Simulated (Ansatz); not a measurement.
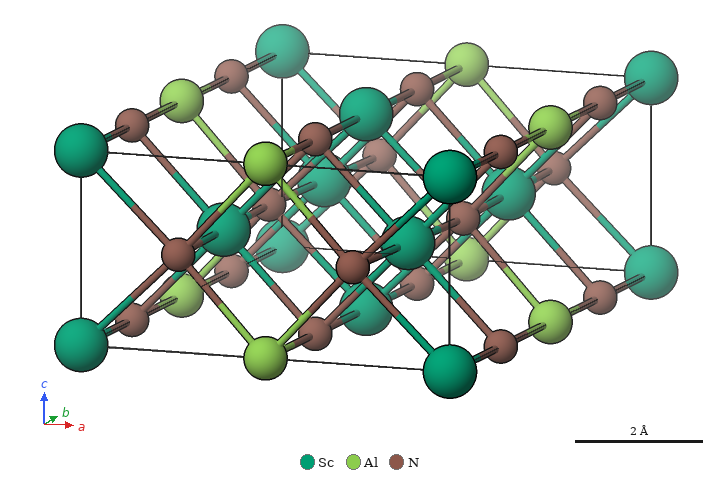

Shown here is a ball-and-stick view of the crystal, taken slightly off an axis. The frame is the conventional unit cell; atoms at its boundary are shown with their periodic copies. Cell: a = 6.23 Å, b = 8.88 Å, c = 3.12 Å, α = 90.00°, β = 90.00°, γ = 90.00°.

The initial geometry was a structure type filled with these elements by a generator (whether the compound takes this form wasn't checked). Earlier steps of the study may have refined or changed the cell and positions. It was run through Ansatz as a DFT input.

Caption:

Answer. It has the composition Sc$_{3}$AlN$_{4}$. It is base-centred orthorhombic, space group Cmmm (No. 65). The cell comprises 2 formula units: 6 Sc, 2 Al, 8 N. The neighbours of Sc are six N in an octahedral arrangement at about 2.2 to 2.3 Å. Al is linked to six N in an octahedral arrangement at about 2.1 Å. N takes two kinds of site: 4h with four Sc and two Al in an octahedral arrangement (about 2.2 Å to Sc, 2.1 Å to Al); 4i with five Sc and one Al in an octahedral arrangement (about 2.2 Å to Sc, 2.2 Å to Al). The bonds build a three-dimensional framework.

Calculation details: DFT PBE, scalar-relativistic, plane waves, PAW in Ansatz; wavefunction cutoff 420 eV, k-points about 0.17 Å⁻¹ apart, Gaussian smearing of 0.02 eV, no spin polarisation.

Does it come out as a metal, or with a gap?

Answer. A semiconductor at this level, with a gap of 0.31 eV, direct.

Give the Bader charge of each element.

Answer. Sc +1.81 e; Al +2.41 e; N -2.03 to -1.90 e.

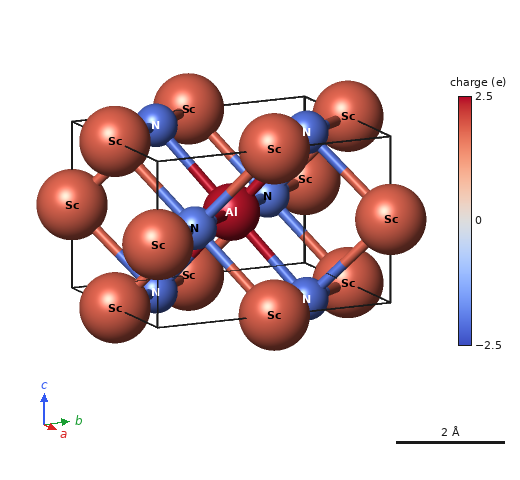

The atoms coloured by those charges. The run's cell of 8 atoms is drawn, so axes and origin can differ from the first picture.

Are forces and stress small enough to call this relaxed?

Answer. Yes. All forces vanish to within 0.01 eV/Å. The pressure is 0.0 GPa, close to zero.
